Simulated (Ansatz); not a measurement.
System: AlNi₃, space group Fm-3m (No. 225).

The given structure:
```yaml
crystal:
  lattice:
    - [0.00000, 2.79841, 2.79841]
    - [2.79841, 0.00000, 2.79841]
    - [2.79841, 2.79841, 0.00000]
  atoms:
    - { symbol: Al, position: [0.50000, 0.50000, 0.50000] }
    - { symbol: Ni, position: [0.25000, 0.25000, 0.25000] }
    - { symbol: Ni, position: [0.00000, 0.00000, 0.00000] }
    - { symbol: Ni, position: [0.75000, 0.75000, 0.75000] }
```

Method: homogeneous strain of a crystal along one Voigt pattern with engineering shear, fractional coordinates fixed, by plane-wave density functional theory with PAW datasets, free energies less that of the undisturbed cell; scalar-relativistic (Ansatz 0.2.0). Level: PBEsol, no spin polarisation.

```tsv
setting	value
wave cutoff	420 eV
k mesh	14×14×14
occupations	Gaussian
smearing width	0.15 eV
k shift	(0, 0, 0) (mesh steps)
start	relaxed
strain pattern	(0, 0, 0, 1, 0, 0) (xx yy zz yz xz xy with engineering shear)
```

The points at strain −0.03, −0.01, 0.02 and 0.04 follow from computed ones by symmetry.

Describe the result: the energy change and tensile stress summed over the strain pattern against strain. The strain takes the values −0.040, −0.030, −0.020, −0.010, 0.000, 0.005, 0.010, 0.015, 0.020, 0.025, 0.030, 0.035, 0.040.

The energy change is 8.43 meV/atom at strain −0.040 and 8.43 meV/atom at 0.040; the lowest computed point is at strain 0.000 (0.00 meV/atom), and no other minimum shows. The tensile stress summed over the strain pattern rises from −6.2 GPa at strain −0.040 to 6.2 GPa at 0.040, and changes sign near 0.000. The slope of stress against strain at the start, which at zero pressure is the clamped-ion constant C44, is 154 GPa. The second derivative of tensile stress is 0 GPa.

```tsv
strain	energy change (meV/atom)	tensile stress summed over the strain pattern (GPa)
-0.040	8.43	-6.2
-0.030	4.74	-4.6
-0.020	2.11	-3.1
-0.010	0.53	-1.5
0.000	0.00	0.0
0.005	0.13	0.8
0.010	0.53	1.5
0.015	1.18	2.3
0.020	2.11	3.1
0.025	3.29	3.9
0.030	4.74	4.6
0.035	6.46	5.4
0.040	8.43	6.2
```

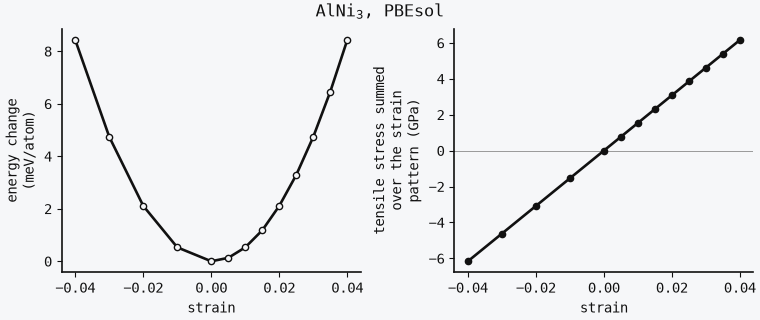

Caveats: no spin polarisation, a magnetic state may lie lower.
